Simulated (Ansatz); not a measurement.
## ZrSi2O6: geometry relaxation (part 1 of 5)

System: ZrSi2O6 (C222, 9 atoms in the cell).
Method: DFT PBE, scalar-relativistic, plane waves, PAW, no spin polarisation (Ansatz 0.2.0).

The structure was made by a generator, so it may or may not be a known phase. Figures and captions count atoms from 1; the log counts them from 0 in places.

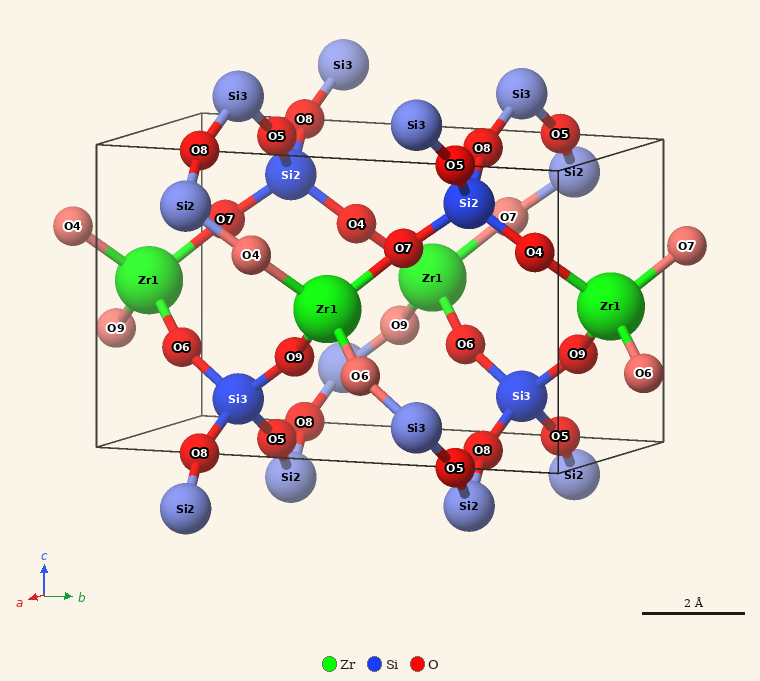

Figure 1. The input geometry (ball-and-stick view of the cell 2 times as large as that of the calculation, set on its symmetry axes, seen slightly off an axis; neighbours outside the cell are drawn fainter; atoms are numbered from 1 in the order of the input). An atom can appear more than once, as a periodic image.

The input
```yaml
crystal:
  lattice:
    - [2.6051980192, -4.9835037071, 0.0]
    - [2.6051980192, 4.9835037071, 0.0]
    - [0.0, 0.0, 6.0390434321]
  atoms:
    - { symbol: Zr, position: [0.5, 0.5, 0.5] }
    - { symbol: Si, position: [0.0, 0.5, 0.8446940353] }
    - { symbol: Si, position: [0.5, 0.0, 0.1553059647] }
    - { symbol: O, position: [0.8233702521, 0.5873192777, 0.6895312818] }
    - { symbol: O, position: [0.2231365805, 0.7768634195, 0.0] }
    - { symbol: O, position: [0.5873192777, 0.8233702521, 0.3104687182] }
    - { symbol: O, position: [0.1766297479, 0.4126807223, 0.6895312818] }
    - { symbol: O, position: [0.7768634195, 0.2231365805, 0.0] }
    - { symbol: O, position: [0.4126807223, 0.1766297479, 0.3104687182] }
basis:
  ecutwfc: 420
kpoints:
  mp_grid: { grid: [6, 6, 4] }
hamiltonian:
  xc: pbe
scf:
  occupations: { method: fixed }
output:
  forces: true
  stress: true
  eigenvalues: true
  polarization: {}
elastic:
  mode: relaxed_ion
  stencil: two_point
```

Command:
```bash
ansatz run input.yaml --threads 4 --pin off --max-ram 8192MiB --backend cpu --events-out ev --progress --plain --runs-dir out
```

The program's output
```
Engine: ansatz 0.2.0, aarch64-unknown-linux-gnu
Pseudopotentials: kind: paw
Pseudopotential: Zr, paw, valence charge 12, recommended cutoff 420 eV (normal), Zr.paw.azcp
Pseudopotential: Si, paw, valence charge 4, recommended cutoff 420 eV (normal), Si.paw.azcp
Pseudopotential: O, paw, valence charge 6, recommended cutoff 420 eV (normal), O.paw.azcp
Functional definition: PBE
  parameter kappa = 0.804
  parameter beta = 0.06672455060314922
  exchange = pbe_x(kappa = kappa, mu = beta*pi^2/3)
  correlation = pbe_c(beta = beta)
Crystal: 9 atoms, lattice volume = 156.810 Å³
Basis set: ecut = 420 eV, 3077 PW (Γ), exchange–correlation on 80×80×90 points (8 copies of the dense FFT grid, shifted against one another)
Bands: 37, of which v1, the nominal top of the filled ones, is band 28 counted from 1 (27 counted from 0)
Symmetry: 4 space group operations
Space group: C222 (ITA 21), of the structure as read, at distance tolerance 5.4e-5 Å
k-points: 39 of 144 (time reversal used)
Non-local potential: Zr, projectors of the file, l = 0: 3, l = 1: 2, l = 2: 2, l = 3: 2
Non-local potential: Si, projectors of the file, l = 0: 2, l = 1: 2, l = 2: 2
Non-local potential: O, projectors of the file, l = 0: 2, l = 1: 2, l = 2: 1
PAW form: soft (Blöchl's): semilocal exchange-correlation on the pseudo side does not see the compensation charge
PAW one-centre angular grid: Zr, 590 points (default); XC on 64 Gauss nodes
PAW one-centre angular grid: Si, 110 points (default); XC on 64 Gauss nodes
PAW one-centre angular grid: O, 110 points (default); XC on 64 Gauss nodes
Initial density: superposition of atomic densities (neutral atoms: chi_scale 0, normalization atom), corrected by the library's trained network
Initial wavefunctions: pseudopotential atomic-orbital guess
Functional: x = pbe(κ = 0.804, μ = 0.2195149727645171), c = pbe(β = 0.06672455060314922)
SCF iter   1: F=—  HF=-8871.511684 eV  |F-HF|=—  |Δ(HF+E_count)|=         —  Δρ=1.95e-3  dr2=9.32e-3  ethr=1.77e-3  ⟨swp⟩=4.4  Hψ=6032  notcnv=0  defer=261
preconditioner: auto → Resta (q_TF=auto, 2.298 Å⁻¹)  ε∞=2.9  [insulator: Δε(μ)=5.018 eV  Ē_g=15.637 eV  n_scr=26 (ndim 8)  ℏωp=21.8 eV  f_vac=0.269  ε∞_Penn≈2.9]
SCF iter   2: F=—  HF=-8871.512303 eV  |F-HF|=—  |Δ(HF+E_count)|=   6.20e-4  Δρ=9.82e-4  dr2=1.18e-3  ethr=1.66e-5  ⟨swp⟩=3.0  Hψ=2986  notcnv=0  defer=273
SCF iter   3: F=—  HF=-8871.512985 eV  |F-HF|=—  |Δ(HF+E_count)|=   6.82e-4  Δρ=4.51e-4  dr2=3.43e-4  ethr=2.10e-6  ⟨swp⟩=2.0  Hψ=2045  notcnv=0  defer=273
SCF iter   4: F=—  HF=-8871.513302 eV  |F-HF|=—  |Δ(HF+E_count)|=   3.17e-4  Δρ=1.62e-4  dr2=5.67e-5  ethr=6.13e-7  ⟨swp⟩=2.0  Hψ=2022  notcnv=0  defer=273
SCF iter   5: F=—  HF=-8871.513307 eV  |F-HF|=—  |Δ(HF+E_count)|=   4.94e-6  Δρ=5.95e-5  dr2=6.06e-6  ethr=1.01e-7  ⟨swp⟩=2.0  Hψ=2039  notcnv=0  defer=264
SCF iter   6: F=—  HF=-8871.513311 eV  |F-HF|=—  |Δ(HF+E_count)|=   4.43e-6  Δρ=2.83e-5  dr2=1.11e-6  ethr=1.08e-8  ⟨swp⟩=2.0  Hψ=2277  notcnv=0  defer=124
SCF iter   7: F=—  HF=-8871.513386 eV  |F-HF|=—  |Δ(HF+E_count)|=   7.49e-5  Δρ=5.05e-6  dr2=3.38e-8  ethr=1.98e-9  ⟨swp⟩=2.0  Hψ=2240  notcnv=0  defer=105
SCF iter   8: F=—  HF=-8871.513386 eV  |F-HF|=—  |Δ(HF+E_count)|=   9.46e-8  Δρ=7.61e-7  dr2=1.08e-9  ethr=6.04e-11  ⟨swp⟩=2.0  Hψ=2104  notcnv=0  defer=105
SCF iter   9: F=—  HF=-8871.513386 eV  |F-HF|=—  |Δ(HF+E_count)|=   2.84e-9  Δρ=1.29e-7  dr2=2.62e-11  ethr=1.92e-12  ⟨swp⟩=2.0  Hψ=2381  notcnv=0  defer=105
SCF iter  10: F=—  HF=-8871.513386 eV  |F-HF|=—  |Δ(HF+E_count)|=  5.64e-11  Δρ=2.15e-8  dr2=8.05e-13  ethr=4.68e-14 (applied; sched 1.00e-12)  ⟨swp⟩=2.0  Hψ=2291  notcnv=0  defer=105
SCF iter  11: F=-8871.513386 eV  HF=-8871.513386 eV  |F-HF|=0.00e0  |Δ(HF+E_count)|=  3.64e-12  Δρ=3.72e-9  dr2=2.58e-14  ethr=1.00e-12  ⟨swp⟩=14.5  Hψ=7859  notcnv=0
SCF 1 converged in 11 iterations: F = -8871.513386 eV  dr2 = 2.58e-14
  greatest PAW one-centre occupation: 0.996 electrons in one spin orbital (limit 2), on the Zr atom at site 0 (counted from 0), in its partial waves of l = 0
relax step   1: F+E_penalty+E_count = -8871.51338648 eV  Δ(F+E_penalty+E_count) = +0.000e0 eV  max|allowed force component| = 2.866e-4 eV/Å  Δτ_max = 0.0000 Å  (11 SCF iters, accepted)
Initial density: handed on by an earlier stage of this run
Initial wavefunctions: pseudopotential atomic-orbital guess (no wavefunctions were taken with the density)
iter 1 solved again at ethr=1.26e-7 eV; its pass at ethr=3.10e-3 eV (dr2=7.07e-5 eV) is discarded
SCF iter   1: F=—  HF=-8871.513353 eV  |F-HF|=—  |Δ(HF+E_count)|=         —  Δρ=6.21e-6  dr2=5.00e-8  ethr=1.26e-7  ⟨swp⟩=3.1  Hψ=9769  notcnv=0  defer=273
preconditioner: auto → Resta (q_TF=auto, 2.298 Å⁻¹)  ε∞=2.9  [insulator: Δε(μ)=5.050 eV  Ē_g=15.661 eV  n_scr=26 (ndim 8)  ℏωp=21.8 eV  f_vac=0.268  ε∞_Penn≈2.9]
SCF iter   2: F=—  HF=-8871.513386 eV  |F-HF|=—  |Δ(HF+E_count)|=   3.32e-5  Δρ=2.82e-6  dr2=1.24e-8  ethr=8.94e-11  ⟨swp⟩=3.0  Hψ=2764  notcnv=0  defer=261
SCF iter   3: F=—  HF=-8871.513386 eV  |F-HF|=—  |Δ(HF+E_count)|=   4.08e-9  Δρ=1.83e-6  dr2=3.99e-9  ethr=2.21e-11  ⟨swp⟩=2.1  Hψ=2257  notcnv=0  defer=261
SCF iter   4: F=—  HF=-8871.513386 eV  |F-HF|=—  |Δ(HF+E_count)|=   1.08e-9  Δρ=3.46e-7  dr2=1.91e-10  ethr=7.12e-12  ⟨swp⟩=2.0  Hψ=2042  notcnv=0  defer=261
SCF iter   5: F=—  HF=-8871.513386 eV  |F-HF|=—  |Δ(HF+E_count)|=  3.27e-11  Δρ=1.44e-7  dr2=3.84e-11  ethr=3.40e-13 (applied; sched 1.00e-12)  ⟨swp⟩=2.2  Hψ=2165  notcnv=0  defer=261
SCF iter   6: F=—  HF=-8871.513386 eV  |F-HF|=—  |Δ(HF+E_count)|=  3.64e-12  Δρ=1.04e-7  dr2=1.44e-11  ethr=6.85e-14 (applied; sched 1.00e-12)  ⟨swp⟩=2.0  Hψ=2159  notcnv=0  defer=261
SCF iter   7: F=—  HF=-8871.513386 eV  |F-HF|=—  |Δ(HF+E_count)|=  1.82e-12  Δρ=3.12e-8  dr2=1.28e-12  ethr=2.58e-14 (applied; sched 1.00e-12)  ⟨swp⟩=2.0  Hψ=1965  notcnv=0  defer=261
SCF iter   8: F=-8871.513386 eV  HF=-8871.513386 eV  |F-HF|=3.64e-12  |Δ(HF+E_count)|=  1.82e-12  Δρ=6.45e-9  dr2=5.48e-14  ethr=1.00e-12  ⟨swp⟩=3.0  Hψ=5666  notcnv=0
SCF 2 converged in 8 iterations: F = -8871.513386 eV  dr2 = 5.48e-14
[... from here on the iterations of each SCF are left out, up to the last one ...]
relax step   2: F+E_penalty+E_count = -8871.51338648 eV  Δ(F+E_penalty+E_count) = -1.397e-9 eV  max|allowed force component| = 1.761e-4 eV/Å  Δτ_max = 0.0000 Å  (8 SCF iters, accepted)
[... from here on the SCF iterations and repeated set-up lines of each step are left out, up to the last step ...]
SCF 3 converged in 6 iterations: F = -8871.513386 eV  dr2 = 4.69e-14
relax step   3: F+E_penalty+E_count = -8871.51338648 eV  Δ(F+E_penalty+E_count) = -8.877e-10 eV  max|allowed force component| = 1.086e-5 eV/Å  Δτ_max = 0.0000 Å  (6 SCF iters, accepted)
SCF 4 converged in 10 iterations: F = -8871.513386 eV  dr2 = 1.20e-15
SCF 5 converged in 11 iterations: F = -8871.512888 eV  dr2 = 3.65e-14
relax step   1: F+E_penalty+E_count = -8871.51288794 eV  Δ(F+E_penalty+E_count) = +0.000e0 eV  max|allowed force component| = 5.857e-2 eV/Å  Δτ_max = 0.0000 Å  (11 SCF iters, accepted)
SCF 6 converged in 9 iterations: F = -8871.512965 eV  dr2 = 6.57e-14
relax step   2: F+E_penalty+E_count = -8871.51296540 eV  Δ(F+E_penalty+E_count) = -7.746e-5 eV  max|allowed force component| = 3.596e-2 eV/Å  Δτ_max = 0.0008 Å  (9 SCF iters, accepted)
SCF 7 converged in 10 iterations: F = -8871.513018 eV  dr2 = 1.98e-14
relax step   3: F+E_penalty+E_count = -8871.51301842 eV  Δ(F+E_penalty+E_count) = -5.302e-5 eV  max|allowed force component| = 3.814e-3 eV/Å  Δτ_max = 0.0016 Å  (10 SCF iters, accepted)
SCF 8 converged in 9 iterations: F = -8871.513020 eV  dr2 = 2.61e-15
relax step   4: F+E_penalty+E_count = -8871.51301991 eV  Δ(F+E_penalty+E_count) = -1.483e-6 eV  max|allowed force component| = 2.556e-3 eV/Å  Δτ_max = 0.0002 Å  (9 SCF iters, accepted)
SCF 9 converged in 9 iterations: F = -8871.513022 eV  dr2 = 1.26e-14
relax step   5: F+E_penalty+E_count = -8871.51302166 eV  Δ(F+E_penalty+E_count) = -1.751e-6 eV  max|allowed force component| = 8.168e-4 eV/Å  Δτ_max = 0.0006 Å  (9 SCF iters, accepted)
SCF 10 converged in 8 iterations: F = -8871.513022 eV  dr2 = 4.53e-14
relax step   6: F+E_penalty+E_count = -8871.51302171 eV  Δ(F+E_penalty+E_count) = -5.224e-8 eV  max|allowed force component| = 1.763e-4 eV/Å  Δτ_max = 0.0001 Å  (8 SCF iters, accepted)
SCF 11 converged in 7 iterations: F = -8871.513022 eV  dr2 = 1.47e-14
relax step   7: F+E_penalty+E_count = -8871.51302171 eV  Δ(F+E_penalty+E_count) = -1.273e-9 eV  max|allowed force component| = 7.718e-6 eV/Å  Δτ_max = 0.0000 Å  (7 SCF iters, accepted)
SCF 12 converged in 10 iterations: F = -8871.513022 eV  dr2 = 4.91e-17
SCF 13 converged in 11 iterations: F = -8871.512966 eV  dr2 = 1.81e-14
relax step   1: F+E_penalty+E_count = -8871.51296637 eV  Δ(F+E_penalty+E_count) = +0.000e0 eV  max|allowed force component| = 5.752e-2 eV/Å  Δτ_max = 0.0000 Å  (11 SCF iters, accepted)
SCF 14 converged in 9 iterations: F = -8871.513043 eV  dr2 = 7.14e-14
relax step   2: F+E_penalty+E_count = -8871.51304280 eV  Δ(F+E_penalty+E_count) = -7.642e-5 eV  max|allowed force component| = 3.531e-2 eV/Å  Δτ_max = 0.0008 Å  (9 SCF iters, accepted)
SCF 15 converged in 10 iterations: F = -8871.513094 eV  dr2 = 1.86e-14
relax step   3: F+E_penalty+E_count = -8871.51309431 eV  Δ(F+E_penalty+E_count) = -5.151e-5 eV  max|allowed force component| = 3.777e-3 eV/Å  Δτ_max = 0.0016 Å  (10 SCF iters, accepted)
SCF 16 converged in 9 iterations: F = -8871.513097 eV  dr2 = 4.69e-14
relax step   4: F+E_penalty+E_count = -8871.51309722 eV  Δ(F+E_penalty+E_count) = -2.917e-6 eV  max|allowed force component| = 1.881e-3 eV/Å  Δτ_max = 0.0008 Å  (9 SCF iters, accepted)
SCF 17 converged in 8 iterations: F = -8871.513097 eV  dr2 = 7.05e-14
relax step   5: F+E_penalty+E_count = -8871.51309743 eV  Δ(F+E_penalty+E_count) = -2.063e-7 eV  max|allowed force component| = 6.780e-4 eV/Å  Δτ_max = 0.0001 Å  (8 SCF iters, accepted)
SCF 18 converged in 8 iterations: F = -8871.513097 eV  dr2 = 9.94e-15
relax step   6: F+E_penalty+E_count = -8871.51309746 eV  Δ(F+E_penalty+E_count) = -2.873e-8 eV  max|allowed force component| = 1.390e-5 eV/Å  Δτ_max = 0.0000 Å  (8 SCF iters, accepted)
SCF 19 converged in 10 iterations: F = -8871.513097 eV  dr2 = 4.39e-17
SCF 20 converged in 11 iterations: F = -8871.512928 eV  dr2 = 5.01e-14
relax step   1: F+E_penalty+E_count = -8871.51292794 eV  Δ(F+E_penalty+E_count) = +0.000e0 eV  max|allowed force component| = 6.226e-2 eV/Å  Δτ_max = 0.0000 Å  (11 SCF iters, accepted)
SCF 21 converged in 9 iterations: F = -8871.513059 eV  dr2 = 7.46e-14
relax step   2: F+E_penalty+E_count = -8871.51305942 eV  Δ(F+E_penalty+E_count) = -1.315e-4 eV  max|allowed force component| = 3.816e-2 eV/Å  Δτ_max = 0.0011 Å  (9 SCF iters, accepted)
SCF 22 converged in 10 iterations: F = -8871.513152 eV  dr2 = 1.65e-14
relax step   3: F+E_penalty+E_count = -8871.51315176 eV  Δ(F+E_penalty+E_count) = -9.234e-5 eV  max|allowed force component| = 1.051e-3 eV/Å  Δτ_max = 0.0021 Å  (10 SCF iters, accepted)
SCF 23 converged in 9 iterations: F = -8871.513152 eV  dr2 = 1.74e-14
relax step   4: F+E_penalty+E_count = -8871.51315156 eV  Δ(F+E_penalty+E_count) = +1.936e-7 eV  max|allowed force component| = 2.994e-3 eV/Å  Δτ_max = 0.0005 Å  (9 SCF iters, rejected (line search))
SCF 24 converged in 9 iterations: F = -8871.513152 eV  dr2 = 4.59e-15
relax step   5: F+E_penalty+E_count = -8871.51315246 eV  Δ(F+E_penalty+E_count) = -6.997e-7 eV  max|allowed force component| = 5.815e-4 eV/Å  Δτ_max = 0.0003 Å  (9 SCF iters, accepted)
SCF 25 converged in 9 iterations: F = -8871.513153 eV  dr2 = 4.28e-15
relax step   6: F+E_penalty+E_count = -8871.51315262 eV  Δ(F+E_penalty+E_count) = -1.652e-7 eV  max|allowed force component| = 9.415e-5 eV/Å  Δτ_max = 0.0002 Å  (9 SCF iters, accepted)
SCF 26 converged in 7 iterations: F = -8871.513153 eV  dr2 = 3.12e-14
relax step   7: F+E_penalty+E_count = -8871.51315262 eV  Δ(F+E_penalty+E_count) = -7.058e-10 eV  max|allowed force component| = 3.109e-5 eV/Å  Δτ_max = 0.0000 Å  (7 SCF iters, accepted)
SCF 27 converged in 10 iterations: F = -8871.513153 eV  dr2 = 7.05e-17
SCF 28 converged in 11 iterations: F = -8871.512806 eV  dr2 = 3.23e-14
relax step   1: F+E_penalty+E_count = -8871.51280594 eV  Δ(F+E_penalty+E_count) = +0.000e0 eV  max|allowed force component| = 6.132e-2 eV/Å  Δτ_max = 0.0000 Å  (11 SCF iters, accepted)
SCF 29 converged in 9 iterations: F = -8871.512936 eV  dr2 = 6.76e-14
relax step   2: F+E_penalty+E_count = -8871.51293596 eV  Δ(F+E_penalty+E_count) = -1.300e-4 eV  max|allowed force component| = 3.781e-2 eV/Å  Δτ_max = 0.0011 Å  (9 SCF iters, accepted)
SCF 30 converged in 10 iterations: F = -8871.513026 eV  dr2 = 1.54e-14
relax step   3: F+E_penalty+E_count = -8871.51302600 eV  Δ(F+E_penalty+E_count) = -9.004e-5 eV  max|allowed force component| = 1.233e-3 eV/Å  Δτ_max = 0.0021 Å  (10 SCF iters, accepted)
SCF 31 converged in 9 iterations: F = -8871.513026 eV  dr2 = 1.11e-14
relax step   4: F+E_penalty+E_count = -8871.51302577 eV  Δ(F+E_penalty+E_count) = +2.255e-7 eV  max|allowed force component| = 2.706e-3 eV/Å  Δτ_max = 0.0004 Å  (9 SCF iters, rejected (line search))
SCF 32 converged in 9 iterations: F = -8871.513027 eV  dr2 = 4.20e-15
relax step   5: F+E_penalty+E_count = -8871.51302661 eV  Δ(F+E_penalty+E_count) = -6.161e-7 eV  max|allowed force component| = 6.673e-4 eV/Å  Δτ_max = 0.0002 Å  (9 SCF iters, accepted)
SCF 33 converged in 9 iterations: F = -8871.513027 eV  dr2 = 2.68e-14
relax step   6: F+E_penalty+E_count = -8871.51302683 eV  Δ(F+E_penalty+E_count) = -2.180e-7 eV  max|allowed force component| = 2.767e-4 eV/Å  Δτ_max = 0.0003 Å  (9 SCF iters, accepted)
SCF 34 converged in 7 iterations: F = -8871.513027 eV  dr2 = 4.80e-14
relax step   7: F+E_penalty+E_count = -8871.51302684 eV  Δ(F+E_penalty+E_count) = -3.623e-9 eV  max|allowed force component| = 4.140e-5 eV/Å  Δτ_max = 0.0000 Å  (7 SCF iters, accepted)
SCF 35 converged in 10 iterations: F = -8871.513027 eV  dr2 = 1.07e-16
SCF 36 converged in 11 iterations: F = -8871.512959 eV  dr2 = 2.90e-14
relax step   1: F+E_penalty+E_count = -8871.51295866 eV  Δ(F+E_penalty+E_count) = +0.000e0 eV  max|allowed force component| = 1.162e-2 eV/Å  Δτ_max = 0.0000 Å  (11 SCF iters, accepted)
SCF 37 converged in 9 iterations: F = -8871.512999 eV  dr2 = 4.63e-14
relax step   2: F+E_penalty+E_count = -8871.51299944 eV  Δ(F+E_penalty+E_count) = -4.078e-5 eV  max|allowed force component| = 7.474e-3 eV/Å  Δτ_max = 0.0009 Å  (9 SCF iters, accepted)
SCF 38 converged in 10 iterations: F = -8871.513033 eV  dr2 = 4.11e-14
relax step   3: F+E_penalty+E_count = -8871.51303349 eV  Δ(F+E_penalty+E_count) = -3.405e-5 eV  max|allowed force component| = 5.158e-3 eV/Å  Δτ_max = 0.0020 Å  (10 SCF iters, accepted)
SCF 39 converged in 9 iterations: F = -8871.513036 eV  dr2 = 5.45e-15
relax step   4: F+E_penalty+E_count = -8871.51303591 eV  Δ(F+E_penalty+E_count) = -2.421e-6 eV  max|allowed force component| = 4.495e-4 eV/Å  Δτ_max = 0.0004 Å  (9 SCF iters, accepted)
SCF 40 converged in 8 iterations: F = -8871.513036 eV  dr2 = 4.90e-14
relax step   5: F+E_penalty+E_count = -8871.51303593 eV  Δ(F+E_penalty+E_count) = -2.167e-8 eV  max|allowed force component| = 2.009e-4 eV/Å  Δτ_max = 0.0001 Å  (8 SCF iters, accepted)
SCF 41 converged in 7 iterations: F = -8871.513036 eV  dr2 = 4.19e-14
relax step   6: F+E_penalty+E_count = -8871.51303593 eV  Δ(F+E_penalty+E_count) = -1.066e-9 eV  max|allowed force component| = 5.261e-5 eV/Å  Δτ_max = 0.0000 Å  (7 SCF iters, accepted)
SCF 42 converged in 6 iterations: F = -8871.513036 eV  dr2 = 4.48e-14
relax step   7: F+E_penalty+E_count = -8871.51303593 eV  Δ(F+E_penalty+E_count) = -1.946e-10 eV  max|allowed force component| = 8.794e-7 eV/Å  Δτ_max = 0.0000 Å  (6 SCF iters, accepted)
SCF 43 converged in 10 iterations: F = -8871.513036 eV  dr2 = 6.64e-17
SCF 44 converged in 11 iterations: F = -8871.513091 eV  dr2 = 1.58e-14
relax step   1: F+E_penalty+E_count = -8871.51309065 eV  Δ(F+E_penalty+E_count) = +0.000e0 eV  max|allowed force component| = 1.154e-2 eV/Å  Δτ_max = 0.0000 Å  (11 SCF iters, accepted)
SCF 45 converged in 9 iterations: F = -8871.513131 eV  dr2 = 5.86e-14
relax step   2: F+E_penalty+E_count = -8871.51313126 eV  Δ(F+E_penalty+E_count) = -4.060e-5 eV  max|allowed force component| = 7.336e-3 eV/Å  Δτ_max = 0.0009 Å  (9 SCF iters, accepted)
SCF 46 converged in 10 iterations: F = -8871.513164 eV  dr2 = 3.89e-14
```
